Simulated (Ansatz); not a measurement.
# ZnO (P6_3mc), small polaron or free hole, part 2 of 2

Question: is an added hole in ZnO (P6_3mc) a free carrier or a small polaron? The trial puts it on a pair of O atoms pulled together. The model is a cell of 128 host atoms; several levels of theory are compared, with their cost.

Ansatz 0.2.0; plane-wave PAW DFT, HSE06; relaxation of all atoms of a supercell at fixed charge in a uniform background.

So far. Step 2 (Relaxation with the hole, HSE06): The sizes of the moments in the atoms' spheres add to about 1.1 μB, shared by more than 30 atoms in effect: the carrier has spread out.

In doubt: the hybrid run may have settled on a false gap or state (in some of the runs), so the values of those runs are not to be relied on.

### Step 4. States in the gap, HSE06

Level of this step: plane-wave PAW DFT, HSE06; single point of a supercell at fixed charge in a uniform background (Ansatz).

A single point on the relaxed atoms asks for the levels and how far each is spread.

qp1_M1_trap.hyb/input.yaml

```yaml
crystal:
  checkpoint: "../qp1_M1_trap.hrelax.run"
  host: checkpoint
total_charge: 1
basis:
  ecutwfc: 420
  xc_grid: 2
hamiltonian:
  xc: hse06
kpoints:
  mp_grid: { grid: [1, 1, 1] }
magnetization:
  spin_polarized: true
  initial_magnetization: 1
  spin_locking: { lock_magnetization: hard }
scf:
  occupations: { method: fixed }
  max_iter: 80
output:
  forces: true
  charged_corrections:
    epsilon: [5.3, 5.3, 5.35]
    static_epsilon: [10.12, 10.12, 10.98]
    defect_position: [0.407443, 0.282443, 0.375]
  eigenvalues: true
  eigenstates: { localisation: true }
  efg: {}
checkpoint:
  read: "../qp1_M1_trap.hrelax.run"
  write: "../qp1_M1_trap.hyb.run"
  compress: false
  write_wavefunctions: true
  write_every: 100000
```

Run with:

```console
> ansatz run input.yaml --threads 32 --pin off --max-ram 84787MiB --backend cuda --events-out ev --progress --plain --runs-dir out --max-vram 78GiB
```

Numbers of over 12 decimals in the logs are rounded to 6 here.

The program printed:

```text
[...]
crystal.checkpoint: the structure is that of <dir>, a `relax` run, at its step 6: its result, under hse06 at a charge of 1 e; 128 atoms read, 2 with a starting moment; crystal.structure_sha256 for this input is
[...]
Crystal: 128 atoms, lattice volume = 1507.941 Å³
Basis set: ecut = 420 eV, 29507 PW (Γ), exchange–correlation on 216×216×180 points (8 copies of the dense FFT grid, shifted against one another)
Bands: 704, of which v1, the nominal top of the filled ones, is band 576 counted from 1 (575 counted from 0)
Symmetry: 1 space group operations
[...]
k-points: 1
[...]
Stability of the state it starts from, as read at its close in the collinear treatment: not read, because the functional holds exact exchange (a hybrid, or Hartree-Fock), whose exchange loop this test does not read (fock_operator); its run was given moments
[...]
Frozen-core exchange: fock
[...]
SCF iter   2: F=-248754.686879 eV  HF=-248754.686879 eV  |Δ(HF+E_count)|=  5.82e-11  Δρ=6.15e-8 (↑1.23e-8 ↓6.15e-8)  dr2=2.67e-11  dr2_m=1.21e-11  M=1.000 μB ∫|m|=1.388 μB sched 1.00e-12)  Hψ=3116
SCF 1 converged in 2 iterations: F = -248754.686879 eV  dr2 = 2.67e-11
[...]
hybrid outer 1: dexx = +5.912e-11 eV, tail = 5.31e-9 eV
[...]
SCF 2 converged in 16 iterations: F = -248754.686879 eV  dr2 = 1.64e-12
[...]
WARN: the filled states extend beyond the cell (their overlap across the Brillouin zone is 0.000, against 0 in a metal and nearly 1 for localised states). With one k-point a hybrid's gap, moments and forces can then be wrong. [...]
this state was not tested for a lower state beside it, because the functional holds exact exchange (a hybrid, or Hartree-Fock), whose exchange loop this test does not read (fock_operator); [...]
[...]
Magnetization: 1.0000 μB (576.0000 up, 575.0000 down)
Absolute magnetization: 1.4021 μB (∫|ρ↑−ρ↓|, with the PAW one-centre terms)
[...]
Per-site moments (μB) at R_I (Å): [(0.00339925, 0.811951), (0.00339677, 0.811714), (0.00339344, 0.811527), [... 6 left out ...]
Free energy (F): -248754.686879 eV
[...]
Internal energy: -248754.686879 eV  (E = F + TS)
E sigma→0 (E₀):  -248754.686879 eV
Fermi energy:    6.073396 (↑ 6.061787, ↓ 6.073396) eV
[...]
--- Forces (eV/Å), atoms counted from 1 ---
  atom   1  Zn    -0.00003951    -0.00236258    -0.01664667
  atom   2  Zn    -0.00198834    -0.00201086    -0.00921405
  [... 4 atoms left out ...]
  [... 122 more lines of this table ...]
  max |Σ_I F_I| component: 1.61e-5 eV/Å
--- PAW observables at the nuclei: V_zz in 10²¹ V/m², potentials from the cell's mean, atoms counted from 1 ---
  atom   1  Zn V_zz =    +0.386565   η = 0.2865   by run symmetry: allowed
            electrostatic potential = -3946.336498 V   contact ρ = 166394.913793 e/Å³   contact ρ_s (e/Å³): all electrons -0.108276, valence -0.101082
  atom   2  Zn V_zz =    +0.421475   η = 0.1017   by run symmetry: allowed
[...]
F Makov-Payne    = n/a  (the rows are of the electrons' constant alone; ansatz place-levels tells what screens the charge)
[...]
--- Band table (eV) ---
[...]
```

It took 67 s on 1 × NVIDIA GB200 with 32 threads of Arm Neoverse V2, shared host; peak memory 3.9 GiB; 7.2 min of CPU time.

The column dr2 measures how far the density is from self-consistency, as an energy; F and HF (Harris–Foulkes) agree once it is small.

States next to the filling edge at the first k-point, on the run's own zero (eigenstates.tsv). The participation number counts the atoms that a state is spread over, of 128; bands count from 0.

```
spin  band  energy (eV)  occupation  participation  largest share on  share
down   569        5.656        1.00           66.5               O32   0.02
down   570        5.656        1.00           66.3               O26   0.02
down   571        5.752        1.00           54.6               O15   0.02
down   572        5.752        1.00           54.6                O9   0.02
down   573        5.995        1.00          101.2               O15   0.01
down   574        6.073        1.00          104.1               O11   0.01
down   575        6.264        0.00          104.0               O12   0.01
down   576        8.653        0.00          126.7              Zn38   0.01
down   577       11.182        0.00          122.3               Zn1   0.01
down   578       11.182        0.00          122.3             Zn114   0.01
down   579       11.395        0.00          100.5               Zn3   0.01
  up   570        5.639        1.00           57.1               O42   0.02
  up   571        5.645        1.00           67.2               O32   0.02
  up   572        5.645        1.00           67.0               O58   0.02
  up   573        5.984        1.00          101.2               O15   0.01
  up   574        6.032        1.00          104.3               O12   0.01
  up   575        6.062        1.00          104.2               O11   0.01
  up   576        8.652        0.00          126.7              Zn38   0.01
  up   577       11.148        0.00          122.7               Zn1   0.01
  up   578       11.148        0.00          122.7             Zn114   0.01
  up   579       11.393        0.00          100.5               Zn3   0.01
  up   580       11.393        0.00          100.5              Zn88   0.01
```

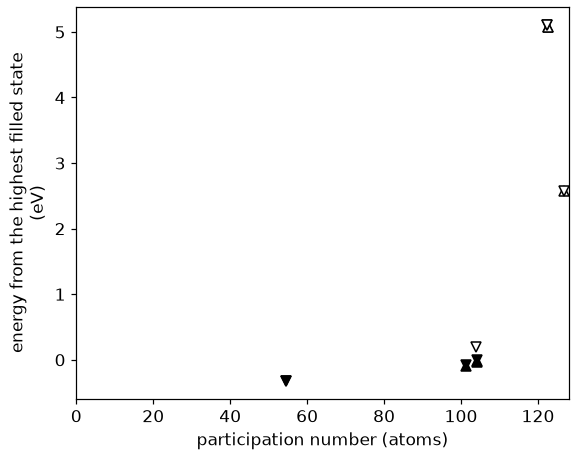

States next to the filling edge at the first k-point: energy against spread. Filled marks are occupied, open marks empty; triangles up and down are the spins.

Under HSE06 at the zone centre alone, the highest filled state is spin down, spread over 104 of 128 atoms, and the lowest empty one, 0.19 eV above it, is spin down, spread over 104 of 128 atoms.

Uncorrected and at zero smearing, the relaxed cell and the carrier in the undistorted cell agree within 0.02 eV.

No level is given here: the program refused to align this charged cell with the host.

### Step 5. Relaxing again with PBEsol

The relaxed structure is now handed to a plain semilocal functional and relaxed again, to see what is left without exact exchange or U. The start is the structure of HSE06, where the carrier had already spread, so this step is a weak test of trapping.

qp1_M1_trap.semirelax/input.yaml

```yaml
crystal:
  checkpoint: "../qp1_M1_trap.hrelax.run"
  host: checkpoint
total_charge: 1
basis:
  ecutwfc: 420
  xc_grid: 2
hamiltonian:
  xc: pbesol
kpoints:
  mp_grid: { grid: [1, 1, 1] }
magnetization:
  spin_polarized: true
  initial_magnetization: 1
  spin_locking: { lock_magnetization: hard }
scf:
  occupations: { method: fermi_dirac, width: 0.01 }
  max_iter: 80
output:
  forces: true
  charged_corrections:
    epsilon: [5.3, 5.3, 5.35]
    static_epsilon: [10.12, 10.12, 10.98]
    defect_position: [0.407443, 0.282443, 0.375]
relax:
  f_tol: 0.02
  max_steps: 60
  escape_saddle: false
checkpoint:
  read: "../qp1_M1_trap.hrelax.run"
  write: "../qp1_M1_trap.semirelax.run"
  compress: false
  write_wavefunctions: true
  write_every: 100000
```

The job ended after 7.6 s (1 × NVIDIA GB200 with 32 threads; peak memory 2.7 GiB; 24 s of CPU time).

The relaxation took 3 steps and gained 0.00 eV.

From the single point at the end of this step. The sizes of the moments in the atoms' spheres add to about 1.0 μB, shared by more than 30 atoms in effect: the carrier has spread out.

No level is given here: the program refused to align this charged cell with the host.

### Step 6. All levels of theory side by side

```
level of theory    atoms  atoms that share the moment  localised  time for the trial state
        HSE06 †  relaxed                 more than 30         no                   3.8 min
         PBEsol  relaxed                 more than 30         no                      15 s
```

† Here the hybrid relaxation or its single point carries a warning about the state that it reached (a narrow gap in its semilocal warm-up or between frontier levels), so a lower state with the carrier may exist.

### Step 7. Results

| Property | Result |
| --- | --- |
| carrier localised (PBEsol) | no |
| state found, lowest state in doubt (HSE06) | spread out |

What this shows: With HSE06 the hole did not stay localised from this start: it is shared by more than 30 of the 128 atoms in effect. The hybrid relaxation or its single point carries a warning about the state that it reached (a narrow gap in its semilocal warm-up or between frontier levels), so a lower state with the carrier may exist; the numbers describe the state found. It spreads at every relaxed level of theory in the table. Semilocal functionals favour spread carriers, so their answer alone decides nothing. A relaxation step took 27 s with HSE06 and 2.5 s with PBEsol. The point with the carrier in the undistorted cell ran without the search for lower states, so that it stays spread. One trial site was relaxed, so another site or form can lie lower. What this leaves open: sampling at the zone centre alone can move energies of charged and open-shell states by tenths of an eV or more in cells of this size.

[Logs are printed without paths, hosts, clocks, repeated set-up lines and the standing remarks that a program may print on its own settings, such as how far it seeks lower states.]

[Hosts, paths, dates, database ids (printed as entryN), source tags and the programs' standing remarks are cut or masked in the printed files.]

[For some hosts the program warned that the k-mesh of the response run may be too coarse for force constants and the static dielectric constant; such warnings are not shown here.]
